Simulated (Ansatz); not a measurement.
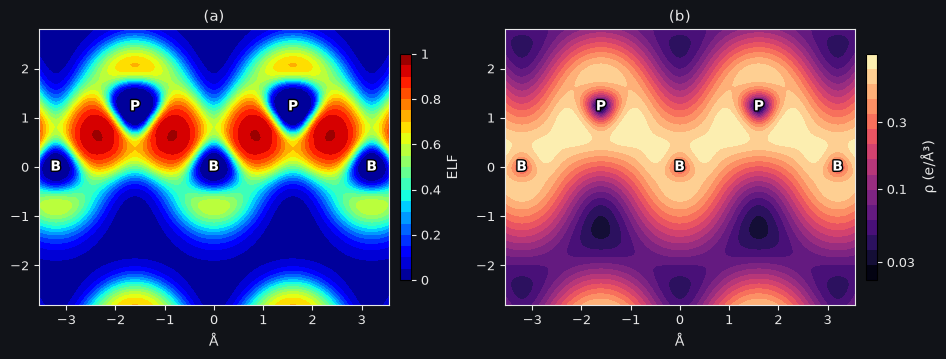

*BP. (a) ELF; (b) valence electron density on the (100) plane of the conventional cell.*

Space group I-4m2; changed on purpose from its base cell (strain +0.000 along x and y, +0.080 along z, atoms carried along); computed pressure about −10 GPa in this cell.

Method: DFT PBE, scalar-relativistic, plane waves, PAW (Ansatz).

The density is the valence pseudo-density of a PAW calculation; it isn't the true density close to the nuclei.

What do the fields say about this system?

Answer.
- The section cuts through B and P sites.
- B–P (2.02 Å): the density is about 0.83 e/Å³ at the midpoint; the ELF peaks at about 0.95 between the atoms; localised, covalent bonding.
- Between the atoms the lowest density in this plane is 0.03 e/Å³.
